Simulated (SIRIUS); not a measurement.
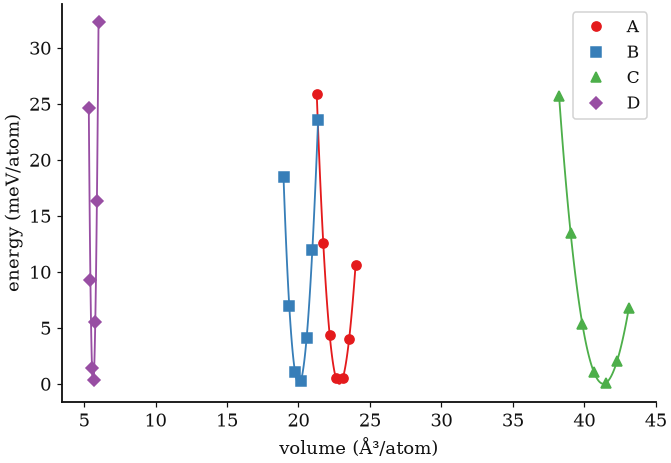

The plot gives the computed energy against volume, with one curve for each element, for C, Ge, Pb and Si (all in space group Fd-3m (No. 227)). The labels are replaced by letters.

Calculation (SIRIUS 7.12.0): plane-wave DFT, no spin polarisation; energies at scaled volumes of the given cell, shape and fractions fixed, counted from the fit's minimum, third-order Birch-Murnaghan fit. Level: PBEsol.

occupations Fermi–Dirac; smearing width 0.05 eV; potentials dojo sr pbesol 0.4.1 standard.

**Which letter stands for which compound?**

A: Ge; B: Si; C: Pb; D: C.

Caveats: spin-orbit coupling left out, heavy elements (Pb).
